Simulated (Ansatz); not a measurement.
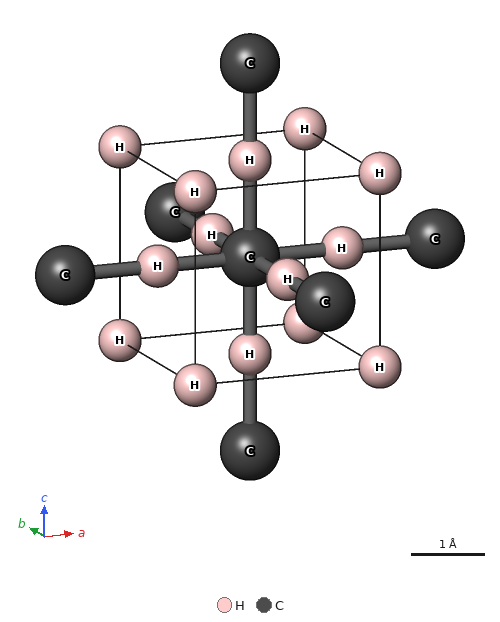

Figure 1. The structure as given in the input (ball-and-stick view of the cell of the calculation, seen slightly off an axis; bonded neighbours outside the cell are drawn too). An atom can appear more than once, as a periodic image.

# Single-point calculation, with input and output: CH₄

CH₄ (Pm-3m, 5 atoms in the cell), computed with DFT, r2SCAN+rVV10, plane waves, PAW, no spin polarisation (Ansatz 0.2.0).

The structure was built on a prototype by a generator. The geometry comes from this level: r2scan-rvv10.

**Input**
```yaml
crystal:
  lattice:
    - [2.7591712865, 0.0, 0.0]
    - [0.0, 2.7591712865, 0.0]
    - [0.0, 0.0, 2.7591712865]
  atoms:
    - { symbol: H, position: [0.0, 0.0, 0.0] }
    - { symbol: H, position: [0.5, 0.5, 0.0] }
    - { symbol: H, position: [0.5, 0.0, 0.5] }
    - { symbol: H, position: [0.0, 0.5, 0.5] }
    - { symbol: C, position: [0.5, 0.5, 0.5] }
kpoints:
  mp_grid: { grid: [10, 10, 10] }
  band_path:
    path: [[0.0, 0.0, 0.0], [0.0, 0.5, 0.0], [0.5, 0.5, 0.0], [0.5, 0.5, 0.5]]
    npoints: 1
hamiltonian:
  xc: r2scan
  dispersion: rvv10
scf:
  occupations: { method: fermi_dirac, width: 0.03 }
  n_extra_bands: 5
output:
  forces: true
  stress: true
  eigenvalues: true
  write_density: true
  write_potential: true
  elf: true
  volumetric_format: npy
```

Hardware: 2 threads of Arm Neoverse V2, 24 GiB of memory available, shared host.

Launched with:
```bash
ansatz run input.yaml --threads 2 --pin off --max-ram 2211MiB --backend cpu --events-out ev --progress --plain --runs-dir out
```

**What the program printed**
```
scf.n_extra_bands = 5 over 4 filled bands (N_el = 8.0): the run solves 9 bands
Engine: ansatz 0.2.0, aarch64-unknown-linux-gnu
Pseudopotentials: kind: paw
Pseudopotential: H, paw, valence charge 1, recommended cutoff 500 eV (meta_gga), H.paw.azcp
Pseudopotential: C, paw, valence charge 4, recommended cutoff 500 eV (meta_gga), C.paw.azcp
Functional definition: r2SCAN+rVV10
  parameter k0 = 0.174
  parameter k1 = 0.065
  parameter a1 = 4.9479
  exchange = r2scan_x(k0 = k0, k1 = k1, a1 = a1)
  correlation = r2scan_c + rvv10(11.95, 0.0093)
Crystal: 5 atoms, lattice volume = 21.006 Å³
Basis set: ecut = 500 eV, 515 PW (Γ), exchange–correlation on 96×96×96 points (64 copies of the dense FFT grid, shifted against one another)
Bands: 9, of which v1, the nominal top of the filled ones, is band 4 counted from 1 (3 counted from 0)
Symmetry: 48 space group operations
Space group: Pm-3m (ITA 221), of the structure as read, at distance tolerance 2.8e-5 Å
k-points: 56 of 1000
Non-local potential: H, projectors of the file, l = 0: 2, l = 1: 1
Non-local potential: C, projectors of the file, l = 0: 2, l = 1: 2, l = 2: 1
PAW form: soft (Blöchl's): semilocal exchange-correlation on the pseudo side does not see the compensation charge
rVV10 density: all electrons in the spheres
PAW frozen core: C, regenerated for the run's functional (the file was generated under x = pbe(κ = 0.804, μ = 0.2195149727645171), c = pbe(β = 0.06672455060314922))
PAW one-centre angular grid: H, 302 points (default); XC on 160 Gauss nodes
PAW one-centre angular grid: C, 302 points (default); XC on 239 of its mesh's 2573 points in the sphere
Initial density: superposition of atomic densities (neutral atoms: chi_scale 0, normalization atom), corrected by the library's trained network
Initial wavefunctions: pseudopotential atomic-orbital guess
Functional: x = r2scan, c = r2scan + rvv10(b = 11.95, C = 0.0093); τ floored in thin density (d = 2e-4 eV/Å³)
SCF iter   1: F=—  HF=-309.105645 eV  |F-HF|=—  |Δ(HF+E_count)|=         —  Δρ=2.43e-2  dr2=1.68e-1  dr2_τ=4.87e-2  ethr=1.77e-3  ⟨swp⟩=4.3  Hψ=3102  notcnv=0
preconditioner: auto → none  [insulator: Δε(μ)=0.123 eV  Ē_g=16.648 eV  σ=0.030 eV  W_gap=0.61  n_scr=6 (ndim 8)  ℏωp=22.9 eV  f_vac=0.000  D(μ)=0.43/eV (n_scr^D=0)  ε∞_Penn≈2.9]
SCF iter   2: F=—  HF=-309.128498 eV  |F-HF|=—  |Δ(HF+E_count)|=   2.29e-2  Δρ=2.06e-2  dr2=1.17e-1  dr2_τ=1.03e-2  ethr=1.77e-3  ⟨swp⟩=2.1  Hψ=1209  notcnv=0  defer=34
SCF iter   3: F=—  HF=-309.107884 eV  |F-HF|=—  |Δ(HF+E_count)|=   2.06e-2  Δρ=4.37e-3  dr2=4.61e-3  dr2_τ=2.70e-4  ethr=1.46e-3  ⟨swp⟩=2.0  Hψ=657  notcnv=0  defer=34
SCF iter   4: F=—  HF=-309.107275 eV  |F-HF|=—  |Δ(HF+E_count)|=   6.09e-4  Δρ=2.06e-3  dr2=9.50e-4  dr2_τ=8.56e-5  ethr=5.77e-5  ⟨swp⟩=2.2  Hψ=927  notcnv=0  defer=34
SCF iter   5: F=—  HF=-309.107146 eV  |F-HF|=—  |Δ(HF+E_count)|=   1.30e-4  Δρ=2.87e-4  dr2=7.48e-6  dr2_τ=1.82e-6  ethr=1.19e-5  ⟨swp⟩=1.2  Hψ=503  notcnv=0  defer=34
SCF iter   6: F=—  HF=-309.107151 eV  |F-HF|=—  |Δ(HF+E_count)|=   4.87e-6  Δρ=1.04e-4  dr2=1.41e-6  dr2_τ=1.39e-7  ethr=9.35e-8  ⟨swp⟩=2.1  Hψ=673  notcnv=0  defer=34
SCF iter   7: F=—  HF=-309.107151 eV  |F-HF|=—  |Δ(HF+E_count)|=   7.49e-7  Δρ=5.39e-5  dr2=6.23e-7  dr2_τ=1.41e-8  ethr=1.76e-8  ⟨swp⟩=2.2  Hψ=624  notcnv=0  defer=34
SCF iter   8: F=—  HF=-309.107151 eV  |F-HF|=—  |Δ(HF+E_count)|=   1.64e-8  Δρ=3.91e-5  dr2=3.62e-7  dr2_τ=1.36e-8  ethr=7.78e-9  ⟨swp⟩=1.0  Hψ=470  notcnv=0  defer=34
SCF iter   9: F=-309.107151 eV  HF=-309.107151 eV  |F-HF|=2.68e-9  |Δ(HF+E_count)|=   5.39e-8  Δρ=4.19e-6  dr2=3.99e-9  dr2_τ=9.45e-11  ethr=1.25e-9  ⟨swp⟩=7.9  Hψ=2641  notcnv=0
SCF 1 converged in 9 iterations: F = -309.107151 eV  dr2 = 3.99e-9
  greatest PAW one-centre occupation: 0.702 electrons in one spin orbital (limit 2), on the C atom at site 4 (counted from 0), in its partial waves of l = 0
NSCF: frozen V_eff on 4 k-points
SCF converged after 9 iterations
Free energy (F): -309.107151 eV
Harris-Foulkes:  -309.107151 eV  (|F-HF|=2.68e-9)
Internal energy: -309.103152 eV  (E = F + TS)
E sigma→0 (E₀):  -309.105152 eV
Entropy (-TS):   -0.004000 eV (-0.800 meV/atom)
Fermi energy:    4.198091 eV
--- Per-component energies (eV) ---
  E_band       = -23.653473
  E_kinetic    = 136.798778
  E_local      = -135.315181  (includes V_loc(G=0)·N_el)
  E_nonlocal   = 32.356536
  E_hartree    = 28.864511
  E_xc         = -81.201511
  E_vxc        = -113.884571  (∫ρ·V_xc dr)
  E_paw        = -101.517903  (= ΣΔE_a)
  E_vpaw       = -7.548239  (= ΣTr[D̂ρ^β])
  E_aug_tail   = -0.000874  (compensation charges beyond the density's cutoff)
  E_vtau       = 6.210576  (kinetic-family band-sum trace: ∫τ·v_τ [+ j·A + Jᵃ·Aᵃ] dr)
  E_ewald      = -189.062734
  E_core_change = -0.024774  (= ΣΔE_core)
  E_smearing   = -0.004000  (= −TS)
  E_closure    = -0.000000  (closes the sum)
  Σ components = -309.107151   (vs F -309.107151, Δ=0.00e0)
--- Forces (eV/Å), atoms counted from 1 ---
  atom   1  H     -0.00000000     0.00000000    -0.00000000
  atom   2  H      0.00000000    -0.00000000     0.00000000
  atom   3  H      0.00000000    -0.00000000     0.00000000
  atom   4  H      0.00000000    -0.00000000    -0.00000000
  atom   5  C     -0.00000000     0.00000000     0.00000000
  max |Σ_I F_I| component: 1.54e-30 eV/Å
--- Stress (GPa, compression-positive) ---
       -1.011486       0.000000       0.000000
        0.000000      -1.011486       0.000000
        0.000000       0.000000      -1.011486
  P = ⅓ Tr σ = -1.0115 GPa (-10.115 kbar)
--- Band table (eV; the first three rows and the last of 56) ---
  k-point 0: bands = ["-13.4114", "4.1676", "4.1676", "4.1676", "4.3079", "5.6725", "5.6725", "20.8271", "24.3723"]
  k-point 1: bands = ["-13.2501", "1.5926", "4.2460", "4.2460", "4.6401", "5.7512", "8.1645", "20.0523", "23.9355"]
  k-point 2: bands = ["-12.7762", "-1.1934", "4.4597", "4.4597", "4.9545", "5.9657", "11.1337", "18.9097", "22.7684"]
  k-point 55: bands = ["-4.5083", "-3.2589", "-3.2589", "-3.2589", "4.3394", "11.0524", "11.0524", "11.0524", "22.7001"]
```

**File rho_z.tsv**
```
# z_ang	rho[e/angstrom^3]
# format = ansatz-planar-average/11
# lattice	2.759171286	0.000000000	0.000000000
# lattice	0.000000000	2.759171286	0.000000000
# lattice	0.000000000	0.000000000	2.759171286
# sites	5
# site	1	0.000000000	0.000000000	0.000000000
# site	1	1.379585643	1.379585643	0.000000000
# site	1	1.379585643	0.000000000	1.379585643
# site	1	0.000000000	1.379585643	1.379585643
# site	6	1.379585643	1.379585643	1.379585643
0.000000	2.851396e-1
0.114965	2.750961e-1
0.229931	2.548648e-1
0.344896	2.399188e-1
0.459862	2.383177e-1
0.574827	2.543133e-1
0.689793	2.907367e-1
0.804758	3.481827e-1
0.919724	4.235162e-1
1.034689	5.090475e-1
1.149655	5.928513e-1
1.264620	6.585418e-1
1.379586	6.844874e-1
1.494551	6.585418e-1
1.609517	5.928513e-1
1.724482	5.090475e-1
1.839448	4.235162e-1
1.954413	3.481827e-1
2.069378	2.907367e-1
2.184344	2.543133e-1
2.299309	2.383177e-1
2.414275	2.399188e-1
2.529240	2.548648e-1
2.644206	2.750961e-1
```

**File v_z.tsv**
```
# z_ang	v_es[eV]	v_tot[eV]
# format = ansatz-planar-average/11
# xc	r2scan
# density_cutoff_ev	2500
# datasets	H=:simpson_from_first_knot:soft	C=:simpson_from_first_knot:soft:shift=0
# lattice	2.759171286	0.000000000	0.000000000
# lattice	0.000000000	2.759171286	0.000000000
# lattice	0.000000000	0.000000000	2.759171286
# sites	5
# site	1	0.000000000	0.000000000	0.000000000
# site	1	1.379585643	1.379585643	0.000000000
# site	1	1.379585643	0.000000000	1.379585643
# site	1	0.000000000	1.379585643	1.379585643
# site	6	1.379585643	1.379585643	1.379585643
0.000000	6.992813e-1	-9.641039e0
0.114965	1.385546e0	-8.875267e0
0.229931	2.894142e0	-7.259432e0
0.344896	4.518518e0	-5.496004e0
0.459862	5.371544e0	-4.580496e0
0.574827	5.278893e0	-4.764653e0
0.689793	4.626920e0	-5.834409e0
0.804758	3.107699e0	-8.193447e0
0.919724	7.665956e-1	-1.148938e1
1.034689	-2.543351e0	-1.566631e1
1.149655	-6.306756e0	-2.009807e1
1.264620	-9.308459e0	-2.350078e1
1.379586	-1.054006e1	-2.484188e1
1.494551	-9.308459e0	-2.350078e1
1.609517	-6.306756e0	-2.009807e1
1.724482	-2.543351e0	-1.566631e1
1.839448	7.665956e-1	-1.148938e1
1.954413	3.107699e0	-8.193447e0
2.069378	4.626920e0	-5.834409e0
2.184344	5.278893e0	-4.764653e0
2.299309	5.371544e0	-4.580496e0
2.414275	4.518518e0	-5.496004e0
2.529240	2.894142e0	-7.259432e0
2.644206	1.385546e0	-8.875267e0
```

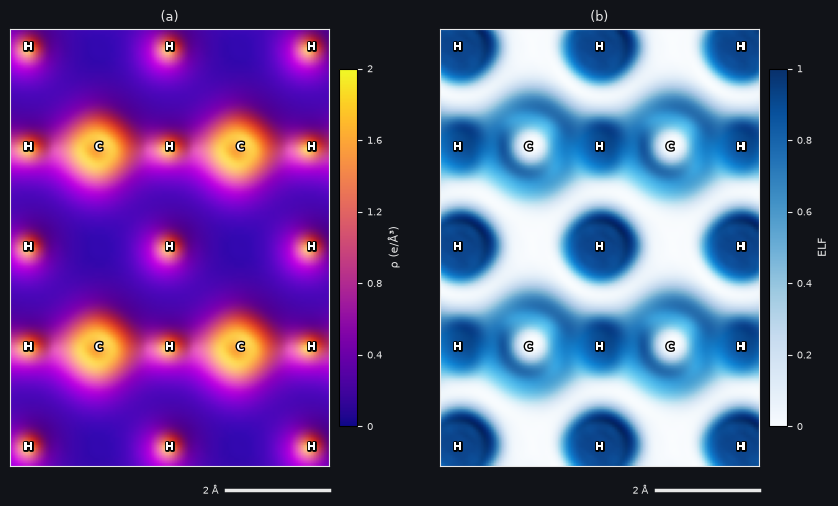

Figure 2. (a) valence charge density (pseudo); (b) electron localisation function on the (011) plane of the conventional cell. Away from the nuclei the density in this plane falls to 0.07 e/Å³ at its lowest. The fields are those of the smooth PAW valence density.

**Summary**

- outcome: converged
- space group (tolerance 0.01 Å): Pm-3m (221)
- electrons treated: 8
- free energy: −309.1072 eV
- Fermi energy: 4.198 eV
- band gap: none (metallic)
- pressure: −1.01 GPa
- largest force (length of the vector): under 0.001 eV/Å
- wall time: 2.1 s (CPU time 3.9 s)
- peak memory: 0.33 GiB
